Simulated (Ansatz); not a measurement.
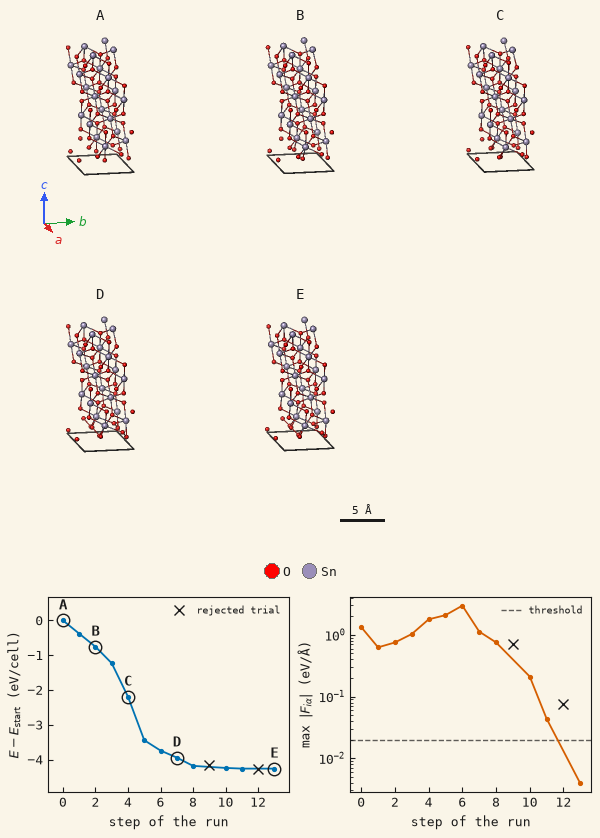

Frames of a relaxation of a slab of composition SnO₂ (cut from the P4_2/mnm phase), marked on the history of the run. A ball-and-stick model of the 2 × 1 repeat of the cell, outlined in the plane, without the vacuum (origin shifted), seen slightly off an axis.

Case: (1 0 1) slab, atoms relaxed. The slab is the (1 0 1) face of SnO2.

All numbers below come from DFT PBEsol, scalar-relativistic, plane waves, PAW (Ansatz 0.2.0). Set-up: plane-wave cutoff 420 eV; k-point mesh 6 × 5 × 1; occupations gaussian; smearing width 0.05 eV; no spin polarisation; dipole correction; atoms relaxed in a fixed cell; force threshold 0.02 eV/Å; at most 60 steps.

Q: What happens along the run?

A: The largest moves relative to the layer's centre, 1.07 Å, are those of O atoms. By element the largest moves are O 1.07 Å, Sn 0.18 Å. The lattice vectors keep their values. Among the contacts that change: O–O 2.925 → 1.434 Å, O–Sn 2.066 → 2.412 Å, O–Sn 2.070 → 2.171 Å, O–Sn 2.070 → 2.127 Å. New bonds form, among them: O–O (2.92 → 1.43 Å). Among the angles between lasting bonds that change: O–Sn–O 180.0° → 156.4°, O–Sn–O 78.3° → 99.3°, O–Sn–O 90.0° → 109.3°. Over 11 accepted moves (13 points after the start) the energy falls by 4.260 eV per cell of the calculation. The largest force component goes from 1.3 to 0.0039 eV/Å. The line search rejected the trial steps at points 9, 12 of the run. From step 0 to 2: O atoms move most (0.39 Å), energy −0.755 eV per cell of the calculation. From step 2 to 4: O atoms move most (0.39 Å), energy −1.438 eV per cell of the calculation. From step 4 to 7: O atoms move most (0.36 Å), energy −1.749 eV per cell of the calculation. From step 7 to 13: O atoms move most (0.18 Å), energy −0.318 eV per cell of the calculation.
